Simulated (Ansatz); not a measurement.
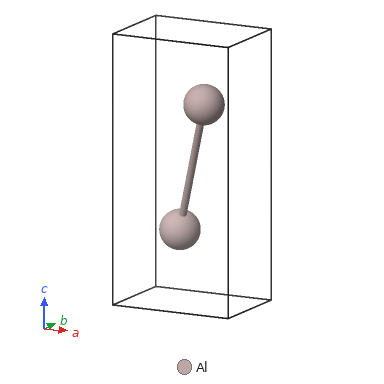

System: Al, space group P6_3/mmc (No. 194). The picture shows the cell.

Starting cell:
```yaml
crystal:
  lattice:
    - [2.79026, 0.00000, 0.00000]
    - [-1.39513, 2.41644, 0.00000]
    - [0.00000, 0.00000, 4.64792]
  atoms:
    - { symbol: Al, position: [0.66667, 0.33333, 0.75000] }
    - { symbol: Al, position: [0.33333, 0.66667, 0.25000] }
```

One of the inputs:
```
crystal:
  lattice:
    - [2.7902592122, 0.0, 0.0]
    - [-1.3951296061, 2.4164353609, 0.0]
    - [0.1394375273, 0.0, 4.6479175776]
  atoms:
    - { symbol: Al, position: [0.6666666666, 0.3333333333, 0.75] }
    - { symbol: Al, position: [0.3333333333, 0.6666666667, 0.25] }
basis:
  ecutwfc: 420
kpoints:
  mp_grid: { grid: [24, 24, 12] }
hamiltonian:
  xc: pbesol
  dispersion: d3bj
scf:
  occupations: { method: gaussian, width: 0.1 }
output:
  forces: true
  stress: true
  eigenvalues: true
relax:
  adjacent_minimum: "off"
  f_tol: 0.008
  max_steps: 40
```

Command:
```bash
ansatz run input.yaml --threads 1 --pin off --max-ram 2560MiB --backend cpu --events-out ev --progress --plain --runs-dir out
```

Calculation (Ansatz 0.2.0): energy, stress and cell of a relaxed crystal along a series of strains, atoms and what the cell freedom names relaxed within the symmetry; stress is positive in compression; plane waves with PAW datasets, Γ-centred k mesh; energies extrapolated to zero smearing. Level: PBEsol with D3(BJ), no spin polarisation.

- wave cutoff: 420 eV
- k mesh: 24×24×12
- occupations: Gaussian
- smearing width: 0.1 eV
- strain kind: shear ca
- cell freedom: cell held, c moved along a by strain times its height

What does the calculation give for the energy change, stress xx, c/a and stress yy against strain? The strain takes the values 0, 1, 2, 3, 4, 6 %.

The energy change rises from 0.00 meV/atom at strain 0 % to 4.09 meV/atom at 6 %. The stress xx goes from 0.32 GPa at strain 0 % to 0.61 GPa at 6 %, not monotonically, with a low of 0.25 GPa at 2 %. The c/a rises from 1.6658 at strain 0 % to 1.6688 at 6 %. The stress yy goes from 0.32 GPa at strain 0 % to 0.40 GPa at 6 %, not monotonically, with a high of 0.51 GPa at 4 %. The solid is metallic at every point.

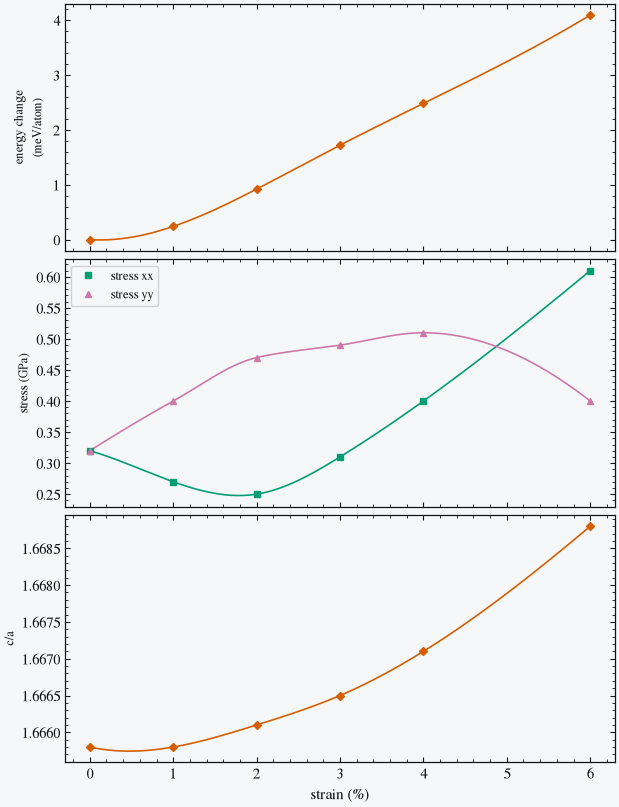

Note: given cell holds a small stress on this mesh; stress is not monotonic along the series.
